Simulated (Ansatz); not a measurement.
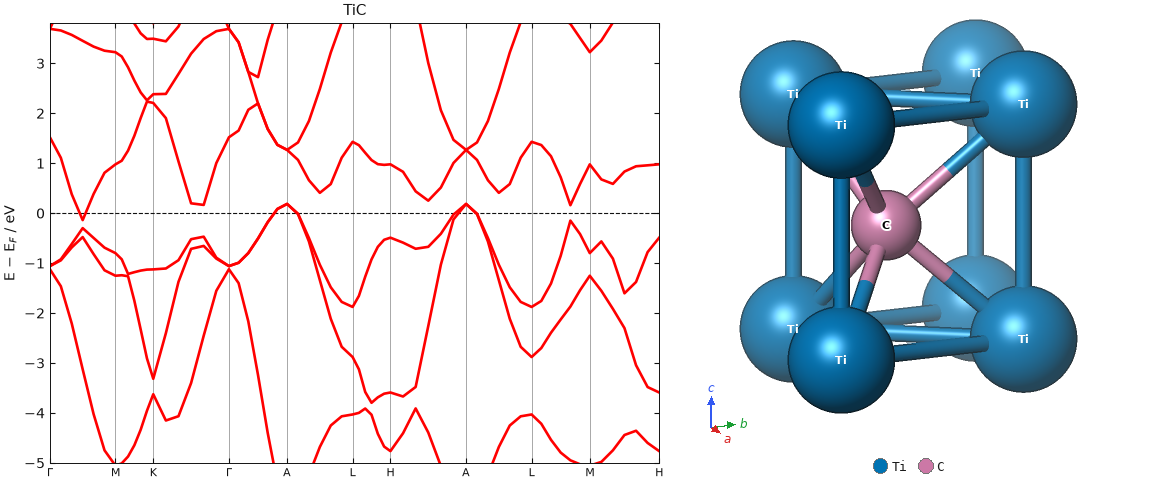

Source: calculation with Ansatz.

Band structure, beside the structure. Energies are counted from the Fermi level. The path runs straight from each named point to the next. The path has few k points, so lines between them are rough.

Input of the run:

```
crystal:
  lattice:
    - [2.866208, 0.0, 0.0]
    - [-1.433104, 2.482212, 0.0]
    - [0.0, 0.0, 2.795553]
  atoms:
    - { symbol: Ti, position: [0.0, 0.0, 0.0] }
    - { symbol: C, position: [0.66667, 0.33333, 0.5] }
  symmetry: { tolerance: 0.0003 }
kpoints:
  mp_grid: { grid: [13, 13, 12], shift: [0, 0, 0] }
  band_path:
    path:
      - [0.0, 0.0, 0.0]
      - [0.5, 0.0, 0.0]
      - [0.33333333, 0.33333333, 0.0]
      - [0.0, 0.0, 0.0]
      - [0.0, 0.0, 0.5]
      - [0.5, 0.0, 0.5]
      - [0.33333333, 0.33333333, 0.5]
      - [0.0, 0.0, 0.5]
      - [0.5, 0.0, 0.5]
      - [0.5, 0.0, 0.0]
      - [0.33333333, 0.33333333, 0.5]
    npoints: 6
magnetization:
  spin_polarized: false
scf:
  occupations: { method: fermi_dirac }
  lower_state_search: "off"
  max_iter: 200
hamiltonian:
  pseudopotentials: { kind: paw }
  xc: pbesol
basis:
  ecutwfc: 420
  fft_grid_basis: typed
output:
  forces: true
  stress: true
  eigenvalues: true
  bader: true
  populations: true
  elf: true
  write_potential: true
  volumetric_format: npy
  dos:
    e_range: [-12, 8]
    de: 0.05
    projected: { site_lists: { C: [C], Ti: [Ti] } }
checkpoint:
  read: saved_state
```

Question: Is there a gap at the Fermi level?

Answer: A metal: bands cross the Fermi level along this path.

Question: By band count a gap could open at this filling. What closes it?

Answer: The last band that the electron count would fill rises to 0.18 eV above the Fermi level at A, leaving holes there, and the next band dips to 0.14 eV below it between Γ and M, holding electrons: an overlap of 0.32 eV.

The structure was built from a prototype or by substitution, so it need not be a known phase. The cell is at 11 GPa in this functional.
